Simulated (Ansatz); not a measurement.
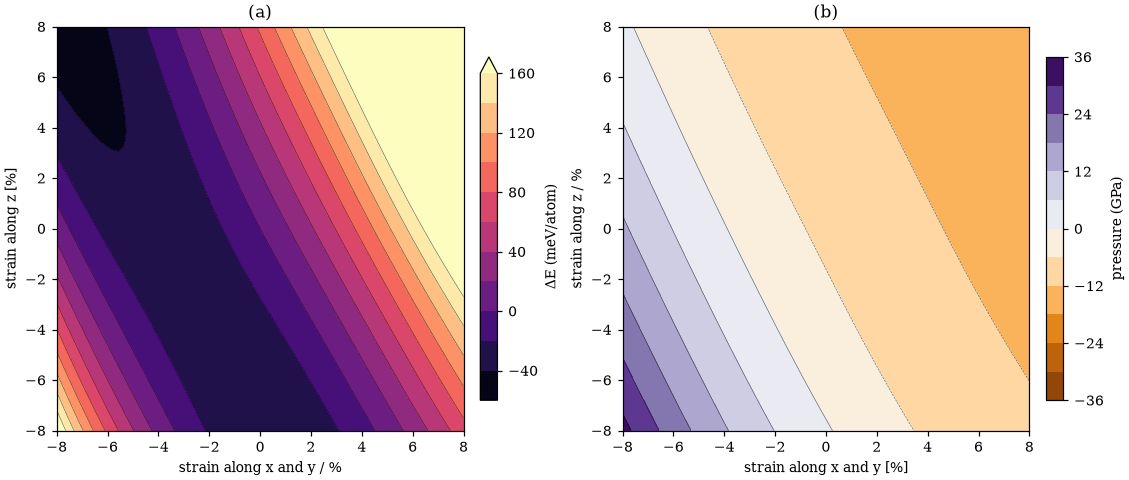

Ag (Im-3m, No. 229; 1 atom in the cell). The cell is strained homogeneously, by one strain along x and y and another along z, with fractional coordinates fixed (x, y and z along the cube axes). Coordinates scanned: (1) strain along x and y; (2) strain along z. The scan uses a 5 × 5 grid. Points are written as (first, second). Energies are in meV/atom, from the unstrained cell. The reference cell is the one listed in the database, not relaxed at this level. All numbers below come from DFT PBEsol, scalar-relativistic, plane waves, PAW in Ansatz 0.2.0. Settings: cutoff 420 eV, k-mesh 20×20×20, gaussian smearing 0.15 eV, no spin polarisation.

Panel (a) is the energy; panel (b) is the computed pressure, in GPa.

The picture shows filled contours, one colour for all values above the top of the scale. Between grid points the surface is interpolated.

How does the pressure vary over the map, and what is it at the lowest grid point?

Answer. It runs from −14.7 GPa at (8 %, 8 %) to 32.0 GPa at (−8 %, −8 %). At the lowest grid point, (−8 %, 8 %), it is 1.1 GPa. That point lies on the edge of the scan.

| strain along z ↓, strain along x and y → | −8 | −4 | 0 | 4 | 8 |
| --- | --- | --- | --- | --- | --- |
| 8 | 1.1 | −7.0 | −11.5 | −13.8 | −14.7 |
| 4 | 6.3 | −3.9 | −9.7 | −12.9 | −14.4 |
| 0 | 12.9 | 0.3 | −7.2 | −11.5 | −13.8 |
| −4 | 21.3 | 5.6 | −3.9 | −9.6 | −12.8 |
| −8 | 32.0 | 12.6 | 0.6 | −6.8 | −11.1 |
